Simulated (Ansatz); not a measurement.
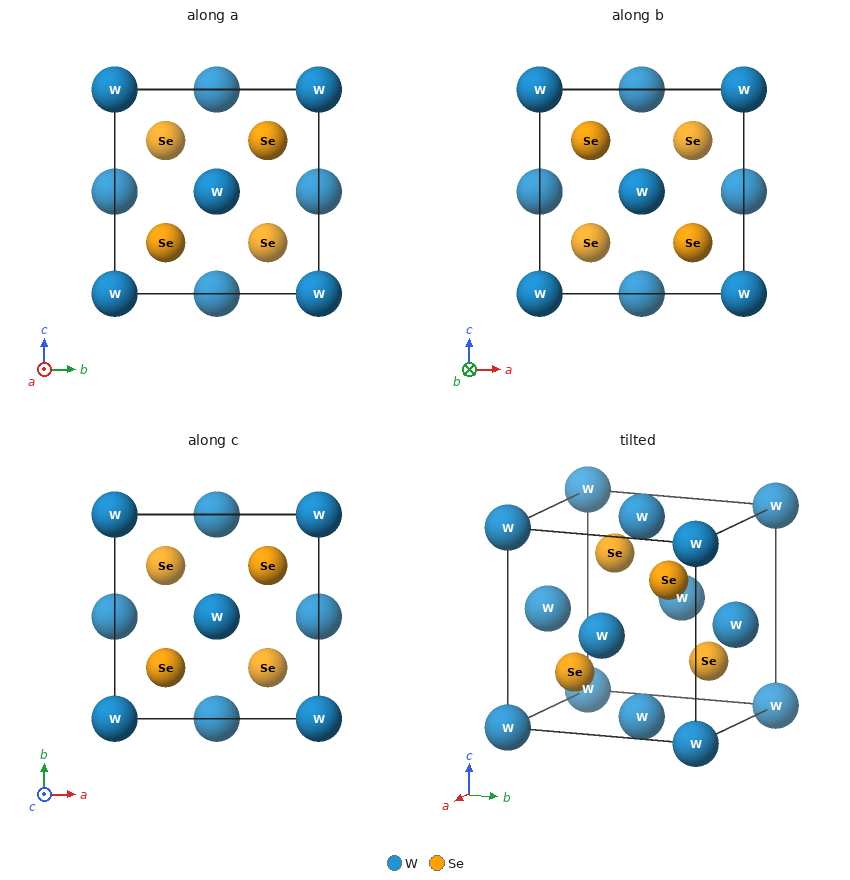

We look at a spheres-only model of the crystal along the a axis, along the b axis, along the c axis and slightly off an axis. The conventional unit cell is drawn as a box.

Lattice parameters: a = 6.2860 Å, b = 6.2860 Å, c = 6.2860 Å, α = 90.000°, β = 90.000°, γ = 90.000°.

> Write down what is shown as a CIF with its space group and independent sites.

```cif
data_structure
_symmetry_space_group_name_H-M 'F -4 3 m'
_symmetry_Int_Tables_number 216
_cell_length_a 6.2860
_cell_length_b 6.2860
_cell_length_c 6.2860
_cell_angle_alpha 90.000
_cell_angle_beta 90.000
_cell_angle_gamma 90.000
_cell_volume 248.39
loop_
_atom_site_label
_atom_site_type_symbol
_atom_site_symmetry_multiplicity
_atom_site_Wyckoff_symbol
_atom_site_fract_x
_atom_site_fract_y
_atom_site_fract_z
_atom_site_occupancy
W1 W 4 a 0.0000 0.0000 0.0000 1
Se1 Se 4 d 0.2500 0.2500 0.7500 1
```

It goes back to a structure type filled with these elements by a generator (whether the compound takes this form wasn't checked). Earlier steps of the study, as a rule a relaxation of our own, may have changed the cell and positions, so they can lie some per cent off the listed ones. Ansatz was used for an electronic-structure calculation on it.

At this level of theory the run's own cell isn't at rest (stretched, at -5 GPa), so its distances can differ from those at equilibrium, the more so the softer the solid.
